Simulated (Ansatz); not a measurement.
# What a change does: single-point calculation on Pb

System: Pb (Fm-3m, 1 atom in the cell).
Method of the first run: DFT PBE, scalar-relativistic, plane waves, PAW, no spin polarisation (Ansatz 0.2.0).

Text and figures count atoms from 1; the logs count them from 0 in places.

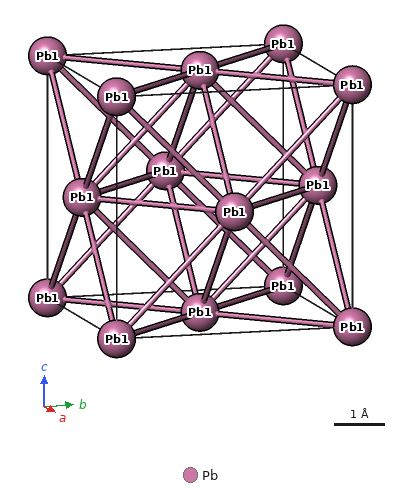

Figure 1. The structure as given in the input (ball-and-stick view of the cell 4 times as large as that of the calculation, set on its symmetry axes, seen slightly off an axis; atoms are numbered from 1 in the order of the input). Near neighbours in the crystal (not all of them lie inside the picture): Pb has 12 Pb at 3.50 Å.

The input, the first run:
```yaml
crystal:
  lattice:
    - [0.0, 2.475, 2.475]
    - [2.475, 0.0, 2.475]
    - [2.475, 2.475, 0.0]
  atoms:
    - { symbol: Pb, position: [0.0, 0.0, 0.0] }
basis:
  ecutwfc: 420
  ecutrho_ratio: 4
kpoints:
  mp_grid: { grid: [8, 8, 8] }
hamiltonian:
  xc: pbe
scf:
  occupations: { method: gaussian, width: 0.05 }
output:
  forces: true
  stress: true
  eigenvalues: true
```

Hardware: 8 threads of an x86-64 CPU, shared host.

Output, shortened to warnings, some set-up lines, iterations and results (the first run):
```
Basis set: ecut = 420 eV, 609 PW (Γ), exchange–correlation on 48×48×48 points (8 copies of the dense FFT grid, shifted against one another)
Symmetry: 48 space group operations
k-points: 29 of 512
Initial density: superposition of atomic densities (neutral atoms: chi_scale 0, normalization atom), corrected by the library's trained network
[...]
SCF iter   1: F=—  HF=-11906.417951 eV  |F-HF|=—  |Δ(HF+E_count)|=         —  Δρ=8.04e-4  dr2=1.25e-4  ethr=1.77e-3  ⟨swp⟩=5.9  Hψ=2116  notcnv=0
SCF iter   2: F=—  HF=-11906.417565 eV  |F-HF|=—  |Δ(HF+E_count)|=   3.86e-4  Δρ=5.74e-4  dr2=4.64e-5  ethr=8.96e-7  ⟨swp⟩=2.0  Hψ=759  notcnv=0  defer=1
SCF iter   3: F=—  HF=-11906.417573 eV  |F-HF|=—  |Δ(HF+E_count)|=   8.14e-6  Δρ=1.22e-4  dr2=2.79e-6  ethr=3.31e-7  ⟨swp⟩=2.7  Hψ=535  notcnv=0  defer=1
SCF iter   4: F=—  HF=-11906.417574 eV  |F-HF|=—  |Δ(HF+E_count)|=   1.73e-6  Δρ=2.55e-5  dr2=2.17e-7  ethr=1.99e-8  ⟨swp⟩=2.0  Hψ=352  notcnv=0  defer=1
SCF iter   5: F=-11906.417574 eV  HF=-11906.417574 eV  |F-HF|=1.72e-9  |Δ(HF+E_count)|=   8.09e-8  Δρ=3.33e-6  dr2=1.85e-9  ethr=1.55e-9  ⟨swp⟩=2.0  Hψ=510  notcnv=0  defer=1
SCF iter   6: F=-11906.417574 eV  HF=-11906.417574 eV  |F-HF|=2.36e-10  |Δ(HF+E_count)|=  2.00e-11  Δρ=7.12e-7  dr2=2.21e-10  ethr=1.32e-11  ⟨swp⟩=2.8  Hψ=1353  notcnv=0
SCF 1 converged in 6 iterations: F = -11906.417574 eV  dr2 = 2.21e-10
SCF converged after 6 iterations
Free energy (F): -11906.417574 eV
Harris-Foulkes:  -11906.417574 eV  (|F-HF|=2.36e-10)
Internal energy: -11906.417279 eV  (E = F + TS)
E sigma→0 (E₀):  -11906.417427 eV
Entropy (-TS):   -0.000295 eV (-0.295 meV/atom)
Fermi energy:    10.872691 eV
--- Per-component energies (eV) ---
  E_band       = -36.659968
  E_kinetic    = 289.136185
  E_local      = -1015.163257  (includes V_loc(G=0)·N_el)
  E_nonlocal   = 349.515938
  E_hartree    = 403.548018
  E_xc         = -220.974256
  E_vxc        = -132.745066  (∫ρ·V_xc dr)
  E_paw        = -10405.409642  (= ΣΔE_a)
  E_vpaw       = -334.499264  (= ΣTr[D̂ρ^β])
  E_aug_tail   = 0.000051  (compensation charges beyond the density's cutoff)
  E_ewald      = -1307.070316
  E_smearing   = -0.000295  (= −TS)
  E_closure    = -0.000000  (closes the sum)
  Σ components = -11906.417574   (vs F -11906.417574, Δ=0.00e0)
--- Forces (eV/Å), atoms counted from 1 ---
  atom   1  Pb    -0.00000000    -0.00000000     0.00000000
  max |Σ_I F_I| component: 4.11e-31 eV/Å
--- Stress (GPa, compression-positive) ---
        2.636922       0.000000      -0.000000
        0.000000       2.636922       0.000000
       -0.000000       0.000000       2.636922
  P = ⅓ Tr σ = 2.6369 GPa (26.369 kbar)
```

The input of the second run differs as follows (lines with − go, lines with + come):
```diff
-    - [0.0, 2.475, 2.475]
-    - [2.475, 0.0, 2.475]
-    - [2.475, 2.475, 0.0]
+    - [0.0, 2.5212142544, 2.5212142544]
+    - [2.5212142544, 0.0, 2.5212142544]
+    - [2.5212142544, 2.5212142544, 0.0]
```

What does this change do to the results?

With the same functional and potentials, the second run lies 13.5 meV per atom lower. The pressure goes from 2.64 to 0.00 GPa. The volume per atom goes from 30.32 to 32.05 Å³. The cell is scaled evenly with the atoms at fixed fractional positions, so −ΔP/Δ ln V estimates the bulk modulus midway between the two volumes: about 47 GPa. The number of SCF iterations is the same.

Output, shortened to warnings, some set-up lines, iterations and results (the second run):
```
Basis set: ecut = 420 eV, 609 PW (Γ), exchange–correlation on 48×48×48 points (8 copies of the dense FFT grid, shifted against one another)
Symmetry: 48 space group operations
k-points: 29 of 512
Initial density: superposition of atomic densities (neutral atoms: chi_scale 0, normalization atom), corrected by the library's trained network
[...]
SCF iter   1: F=—  HF=-11906.431501 eV  |F-HF|=—  |Δ(HF+E_count)|=         —  Δρ=6.58e-4  dr2=9.06e-5  ethr=1.77e-3  ⟨swp⟩=5.8  Hψ=2103  notcnv=0
SCF iter   2: F=—  HF=-11906.431085 eV  |F-HF|=—  |Δ(HF+E_count)|=   4.15e-4  Δρ=4.55e-4  dr2=3.15e-5  ethr=6.47e-7  ⟨swp⟩=2.1  Hψ=767  notcnv=0  defer=1
SCF iter   3: F=—  HF=-11906.431099 eV  |F-HF|=—  |Δ(HF+E_count)|=   1.38e-5  Δρ=1.33e-4  dr2=2.50e-6  ethr=2.25e-7  ⟨swp⟩=2.9  Hψ=514  notcnv=0  defer=1
SCF iter   4: F=—  HF=-11906.431104 eV  |F-HF|=—  |Δ(HF+E_count)|=   4.50e-6  Δρ=2.15e-5  dr2=1.65e-7  ethr=1.78e-8  ⟨swp⟩=2.0  Hψ=365  notcnv=0  defer=1
SCF iter   5: F=-11906.431104 eV  HF=-11906.431104 eV  |F-HF|=9.75e-10  |Δ(HF+E_count)|=   1.10e-8  Δρ=2.02e-6  dr2=1.21e-9  ethr=1.18e-9  ⟨swp⟩=2.0  Hψ=510  notcnv=0  defer=1
SCF iter   6: F=-11906.431104 eV  HF=-11906.431104 eV  |F-HF|=4.18e-11  |Δ(HF+E_count)|=  1.56e-10  Δρ=2.75e-7  dr2=3.55e-11  ethr=8.66e-12  ⟨swp⟩=2.6  Hψ=1348  notcnv=0
SCF 1 converged in 6 iterations: F = -11906.431104 eV  dr2 = 3.55e-11
SCF converged after 6 iterations
Free energy (F): -11906.431104 eV
Harris-Foulkes:  -11906.431104 eV  (|F-HF|=4.18e-11)
Internal energy: -11906.430804 eV  (E = F + TS)
E sigma→0 (E₀):  -11906.430954 eV
Entropy (-TS):   -0.000299 eV (-0.299 meV/atom)
Fermi energy:    9.987099 eV
--- Per-component energies (eV) ---
  E_band       = -47.336626
  E_kinetic    = 288.304244
  E_local      = -1051.843567  (includes V_loc(G=0)·N_el)
  E_nonlocal   = 349.494726
  E_hartree    = 416.659030
  E_xc         = -220.583724
  E_vxc        = -132.212901  (∫ρ·V_xc dr)
  E_paw        = -10405.350049  (= ΣΔE_a)
  E_vpaw       = -334.397000  (= ΣTr[D̂ρ^β])
  E_aug_tail   = 0.000048  (compensation charges beyond the density's cutoff)
  E_ewald      = -1283.111512
  E_smearing   = -0.000299  (= −TS)
  E_closure    = -0.000000  (closes the sum)
  Σ components = -11906.431104   (vs F -11906.431104, Δ=0.00e0)
--- Forces (eV/Å), atoms counted from 1 ---
  atom   1  Pb    -0.00000000     0.00000000    -0.00000000
  max |Σ_I F_I| component: 1.48e-31 eV/Å
--- Stress (GPa, compression-positive) ---
        0.003185       0.000000       0.000000
       -0.000000       0.003185      -0.000000
        0.000000      -0.000000       0.003185
  P = ⅓ Tr σ = 0.0032 GPa (0.032 kbar)
```

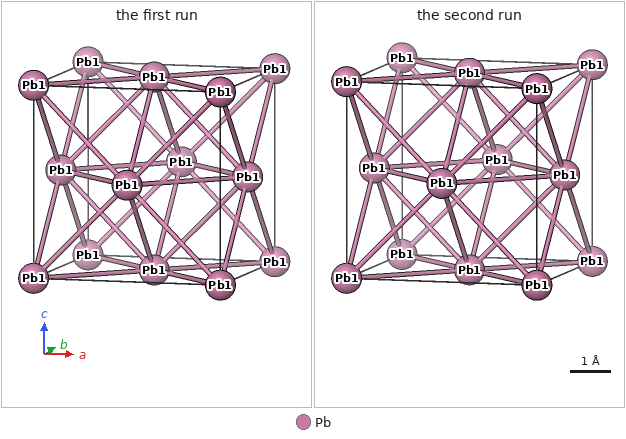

Figure 2. The two input geometries at one scale (ball-and-stick view of the cell 4 times as large as that of the calculation, set on its symmetry axes, seen slightly off an axis). The atoms keep their places relative to the cell (all moves are under 0.005 Å). Cell: a = b = c 4.950 → 5.042 Å (+1.9 %). Volume +5.7 %. Among the contacts that change: Pb1–Pb1 3.500 → 3.566 Å.

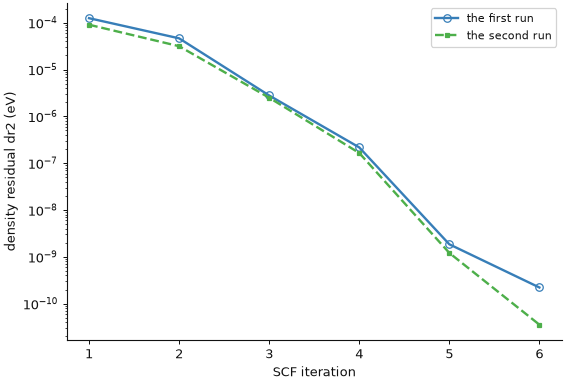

Figure 3. Convergence of the two runs: density residual dr2 against the SCF iteration. The first run takes 6 iterations in all, and the second run takes 6.

The two runs side by side:

```csv
quantity,the first run,the second run
outcome,converged,converged
free energy per atom (eV),−11906.4176,−11906.4311
gap on the mesh (eV),0.00,0.00
pressure (GPa),2.64,0.00
volume per atom (Å³),30.32,32.05
largest force (eV/Å),0.000,0.000
SCF iterations,6,6
irreducible k-points,29,29
plane waves at Γ,609,609
```

For both runs: Spin–orbit coupling is left out, which matters for Pb.
